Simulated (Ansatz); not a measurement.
**Zr2N: one change and its effect**

System: Zr2N (P4₂/mnm, 6 atoms in the cell).
Method of run A: DFT r2SCAN, scalar-relativistic, plane waves, PAW, no spin polarisation (Ansatz 0.2.0).

The structure derives from a Materials Project entry. Text and figures count atoms from 1; the logs count them from 0 in places.

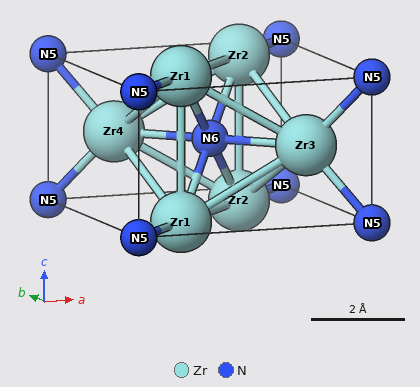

**Figure 1.** The structure as given in the input (ball-and-stick view of the cell of the calculation, seen slightly off an axis; atoms are numbered from 1 in the order of the input). An atom can appear more than once, as a periodic image. Near neighbours in the periodic cell (some may lie outside the picture): Zr has 3 N at 2.23 to 2.27 Å and 11 Zr at 3.12 to 3.20 Å; N has 6 Zr at 2.23 to 2.27 Å.

Input, run A:
```yaml
crystal:
  lattice:
    - [5.4170524539, 0.0, 0.0]
    - [0.0, 5.4170524539, 0.0]
    - [0.0, 0.0, 3.2014311451]
  atoms:
    - { symbol: Zr, position: [0.2965720823, 0.2965720823, 0.0] }
    - { symbol: Zr, position: [0.7034279177, 0.7034279177, 0.0] }
    - { symbol: Zr, position: [0.7965720823, 0.2034279177, 0.5] }
    - { symbol: Zr, position: [0.2034279177, 0.7965720823, 0.5] }
    - { symbol: "N", position: [0.0, 0.0, 0.0] }
    - { symbol: "N", position: [0.5, 0.5, 0.5] }
basis:
  ecutwfc: 500
kpoints:
  mp_grid: { grid: [10, 10, 14] }
hamiltonian:
  xc: r2scan
scf:
  occupations: { method: gaussian, width: 0.15 }
output:
  forces: true
  stress: true
  eigenvalues: true
```

Launched with:
```bash
ansatz run input.yaml --threads 2 --pin off --max-ram 5120MiB --backend cpu --events-out ev --progress --plain --runs-dir out
```

Hardware: 2 threads of Arm Neoverse V2, 24 GiB of memory available, shared host.

Output, shortened to warnings, some set-up lines, iterations and results (run A):
```
Basis set: ecut = 500 eV, 2367 PW (Γ), exchange–correlation on 160×160×96 points (64 copies of the dense FFT grid, shifted against one another)
Symmetry: 16 space group operations
k-points: 168 of 1400
Initial density: superposition of atomic densities (neutral atoms: chi_scale 0, normalization atom), corrected by the library's trained network
[...]
SCF iter   1: F=—  HF=-17557.757452 eV  |F-HF|=—  |Δ(HF+E_count)|=         —  Δρ=1.53e-2  dr2=2.80e-1  dr2_τ=2.97e-1  ethr=1.77e-3  ⟨swp⟩=4.7  Hψ=23443  notcnv=0
SCF iter   2: F=—  HF=-17557.950790 eV  |F-HF|=—  |Δ(HF+E_count)|=   1.93e-1  Δρ=7.80e-3  dr2=5.57e-2  dr2_τ=4.45e-3  ethr=4.82e-4  ⟨swp⟩=2.0  Hψ=10247  notcnv=0  defer=168
SCF iter   3: F=—  HF=-17557.949816 eV  |F-HF|=—  |Δ(HF+E_count)|=   9.74e-4  Δρ=2.74e-3  dr2=5.31e-3  dr2_τ=3.63e-4  ethr=9.60e-5  ⟨swp⟩=2.2  Hψ=8577  notcnv=0  defer=168
SCF iter   4: F=—  HF=-17557.950798 eV  |F-HF|=—  |Δ(HF+E_count)|=   9.83e-4  Δρ=8.84e-4  dr2=8.60e-4  dr2_τ=5.34e-5  ethr=9.16e-6  ⟨swp⟩=2.2  Hψ=8263  notcnv=0  defer=168
SCF iter   5: F=—  HF=-17557.950851 eV  |F-HF|=—  |Δ(HF+E_count)|=   5.22e-5  Δρ=3.81e-4  dr2=2.02e-4  dr2_τ=1.25e-5  ethr=1.48e-6  ⟨swp⟩=2.0  Hψ=7928  notcnv=0  defer=168
SCF iter   6: F=—  HF=-17557.950812 eV  |F-HF|=—  |Δ(HF+E_count)|=   3.89e-5  Δρ=8.05e-5  dr2=1.11e-5  dr2_τ=4.16e-8  ethr=3.49e-7  ⟨swp⟩=2.0  Hψ=7353  notcnv=0  defer=168
SCF iter   7: F=—  HF=-17557.950809 eV  |F-HF|=—  |Δ(HF+E_count)|=   2.55e-6  Δρ=2.04e-5  dr2=5.98e-7  dr2_τ=1.40e-8  ethr=1.91e-8  ⟨swp⟩=2.0  Hψ=8092  notcnv=0  defer=168
SCF iter   8: F=-17557.950809 eV  HF=-17557.950809 eV  |F-HF|=4.98e-10  |Δ(HF+E_count)|=   7.27e-8  Δρ=1.54e-6  dr2=2.81e-9  dr2_τ=2.26e-10  ethr=1.72e-10  ⟨swp⟩=9.8  …
SCF 1 converged in 8 iterations: F = -17557.950809 eV  dr2 = 2.81e-9
SCF converged after 8 iterations
Free energy (F): -17557.950809 eV
Harris-Foulkes:  -17557.950809 eV  (|F-HF|=4.98e-10)
Internal energy: -17557.922293 eV  (E = F + TS)
E sigma→0 (E₀):  -17557.936551 eV
Entropy (-TS):   -0.028516 eV (-4.753 meV/atom)
Fermi energy:    15.523028 eV
--- Per-component energies (eV) ---
  E_band       = -301.020498
  E_kinetic    = 1604.476479
  E_local      = -2682.865740  (includes V_loc(G=0)·N_el)
  E_nonlocal   = 403.650325
  E_hartree    = 848.115011
  E_xc         = -747.836966
  E_vxc        = -1021.081344  (∫ρ·V_xc dr)
  E_paw        = -12140.259959  (= ΣΔE_a)
  E_vpaw       = -360.860393  (= ΣTr[D̂ρ^β])
  E_aug_tail   = 0.000064  (compensation charges beyond the density's cutoff)
  E_vtau       = 59.429031  (kinetic-family band-sum trace: ∫τ·v_τ [+ j·A + Jᵃ·Aᵃ] dr)
  E_ewald      = -4842.483411
  E_core_change = -0.718096  (= ΣΔE_core)
  E_smearing   = -0.028516  (= −TS)
  E_closure    = 0.000000  (closes the sum)
  Σ components = -17557.950809   (vs F -17557.950809, Δ=0.00e0)
--- Forces (eV/Å), atoms counted from 1 ---
  atom   1  Zr    -0.03171489    -0.03171489    -0.00000000
  atom   2  Zr     0.03171489     0.03171489     0.00000000
  atom   3  Zr    -0.03171489     0.03171489    -0.00000000
  atom   4  Zr     0.03171489    -0.03171489     0.00000000
  atom   5  N     -0.00000000    -0.00000000    -0.00000000
  atom   6  N      0.00000000    -0.00000000    -0.00000000
  max |Σ_I F_I| component: 1.39e-17 eV/Å
--- Stress (GPa, compression-positive) ---
        3.145019      -0.000000       0.000000
       -0.000000       3.145019       0.000000
        0.000000       0.000000      12.810205
  P = ⅓ Tr σ = 6.3667 GPa (63.667 kbar)
```

Run B used a changed input.

The two runs side by side:

| quantity | run A | run B |
| --- | --- | --- |
| outcome | converged | converged |
| free energy per atom (eV) | −2926.3251 | −2926.3288 |
| energy per atom, smearing taken to zero (eV) | −2926.3228 | −2926.3262 |
| gap on the mesh (eV) | 0.00 | 0.00 |
| pressure (GPa) | 6.37 | −5.33 |
| volume per atom (Å³) | 15.66 | 16.63 |
| largest force (eV/Å) | 0.045 | 0.050 |
| SCF iterations | 8 | 8 |
| irreducible k-points | 168 | 168 |
| plane waves at Γ | 2367 | 2537 |
| wall time (shared host) | 29 s | 34 s |

Which change of the input explains these differences?

The change (lines with − go, lines with + come):
```diff
-    - [0.0, 0.0, 3.2014311451]
+    - [0.0, 0.0, 3.3994578139]
```

With the same functional and potentials, run B lies 3.6 meV per atom lower. The pressure goes from 6.37 to −5.33 GPa. The volume per atom goes from 15.66 to 16.63 Å³. The number of SCF iterations is the same. The plane waves at Γ go from 2367 to 2537.

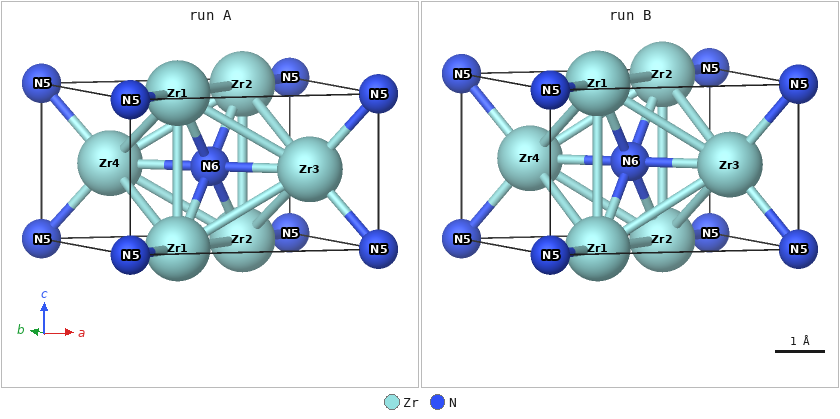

**Figure 2.** The two input geometries at one scale (ball-and-stick view of the cell of the calculation, seen at an oblique angle). The atoms keep their places relative to the cell (all moves are under 0.005 Å). Cell: a = b stay at 5.417 Å, c 3.201 → 3.399 Å (+6.2 %). Volume +6.2 %. Among the contacts that change: Zr1–Zr1 3.201 → 3.399 Å, Zr1–N6 2.234 → 2.306 Å, Zr1–Zr3 3.186 → 3.237 Å.

Output, shortened to warnings, some set-up lines, iterations and results (run B):
```
Basis set: ecut = 500 eV, 2537 PW (Γ), exchange–correlation on 160×160×100 points (64 copies of the dense FFT grid, shifted against one another)
Symmetry: 16 space group operations
k-points: 168 of 1400
Initial density: superposition of atomic densities (neutral atoms: chi_scale 0, normalization atom), corrected by the library's trained network
[...]
SCF iter   1: F=—  HF=-17557.826901 eV  |F-HF|=—  |Δ(HF+E_count)|=         —  Δρ=1.57e-2  dr2=3.22e-1  dr2_τ=2.53e-1  ethr=1.77e-3  ⟨swp⟩=4.6  Hψ=23404  notcnv=0
SCF iter   2: F=—  HF=-17557.971534 eV  |F-HF|=—  |Δ(HF+E_count)|=   1.45e-1  Δρ=7.59e-3  dr2=5.52e-2  dr2_τ=5.84e-3  ethr=5.56e-4  ⟨swp⟩=2.0  Hψ=10257  notcnv=0  defer=159
SCF iter   3: F=—  HF=-17557.971308 eV  |F-HF|=—  |Δ(HF+E_count)|=   2.26e-4  Δρ=2.97e-3  dr2=6.96e-3  dr2_τ=3.97e-4  ethr=9.52e-5  ⟨swp⟩=2.1  Hψ=7797  notcnv=0  defer=159
SCF iter   4: F=—  HF=-17557.972616 eV  |F-HF|=—  |Δ(HF+E_count)|=   1.31e-3  Δρ=7.34e-4  dr2=6.44e-4  dr2_τ=4.03e-5  ethr=1.20e-5  ⟨swp⟩=2.9  Hψ=10022  notcnv=0  defer=159
SCF iter   5: F=—  HF=-17557.972697 eV  |F-HF|=—  |Δ(HF+E_count)|=   8.03e-5  Δρ=2.86e-4  dr2=1.28e-4  dr2_τ=6.52e-6  ethr=1.11e-6  ⟨swp⟩=2.0  Hψ=7976  notcnv=0  defer=159
SCF iter   6: F=—  HF=-17557.972671 eV  |F-HF|=—  |Δ(HF+E_count)|=   2.59e-5  Δρ=4.42e-5  dr2=3.26e-6  dr2_τ=1.27e-7  ethr=2.21e-7  ⟨swp⟩=2.0  Hψ=7626  notcnv=0  defer=159
SCF iter   7: F=—  HF=-17557.972670 eV  |F-HF|=—  |Δ(HF+E_count)|=   1.17e-6  Δρ=1.42e-5  dr2=3.46e-7  dr2_τ=1.28e-8  ethr=5.62e-9  ⟨swp⟩=2.0  Hψ=9052  notcnv=0  defer=159
SCF iter   8: F=-17557.972670 eV  HF=-17557.972670 eV  |F-HF|=6.55e-11  |Δ(HF+E_count)|=   2.22e-8  Δρ=1.95e-6  dr2=3.19e-9  dr2_τ=3.78e-10  ethr=1.72e-10  ⟨swp⟩=9.5  …
SCF 1 converged in 8 iterations: F = -17557.972670 eV  dr2 = 3.19e-9
SCF converged after 8 iterations
Free energy (F): -17557.972670 eV
Harris-Foulkes:  -17557.972670 eV  (|F-HF|=6.55e-11)
Internal energy: -17557.942295 eV  (E = F + TS)
E sigma→0 (E₀):  -17557.957482 eV
Entropy (-TS):   -0.030374 eV (-5.062 meV/atom)
Fermi energy:    14.544008 eV
--- Per-component energies (eV) ---
  E_band       = -361.952264
  E_kinetic    = 1591.125499
  E_local      = -2789.529725  (includes V_loc(G=0)·N_el)
  E_nonlocal   = 402.809156
  E_hartree    = 874.600096
  E_xc         = -743.748697
  E_vxc        = -1015.058760  (∫ρ·V_xc dr)
  E_paw        = -12139.232314  (= ΣΔE_a)
  E_vpaw       = -359.641131  (= ΣTr[D̂ρ^β])
  E_aug_tail   = 0.000067  (compensation charges beyond the density's cutoff)
  E_vtau       = 59.142139  (kinetic-family band-sum trace: ∫τ·v_τ [+ j·A + Jᵃ·Aᵃ] dr)
  E_ewald      = -4753.248282
  E_core_change = -0.718096  (= ΣΔE_core)
  E_smearing   = -0.030374  (= −TS)
  E_closure    = 0.000000  (closes the sum)
  Σ components = -17557.972670   (vs F -17557.972670, Δ=0.00e0)
--- Forces (eV/Å), atoms counted from 1 ---
  atom   1  Zr    -0.03561730    -0.03561730    -0.00000000
  atom   2  Zr     0.03561730     0.03561730     0.00000000
  atom   3  Zr    -0.03561730     0.03561730    -0.00000000
  atom   4  Zr     0.03561730    -0.03561730     0.00000000
  atom   5  N      0.00000000    -0.00000000    -0.00000000
  atom   6  N      0.00000000    -0.00000000    -0.00000000
  max |Σ_I F_I| component: 1.39e-17 eV/Å
--- Stress (GPa, compression-positive) ---
       -2.927376      -0.000000       0.000000
       -0.000000      -2.927376       0.000000
        0.000000       0.000000     -10.141804
  P = ⅓ Tr σ = -5.3322 GPa (-53.322 kbar)
```
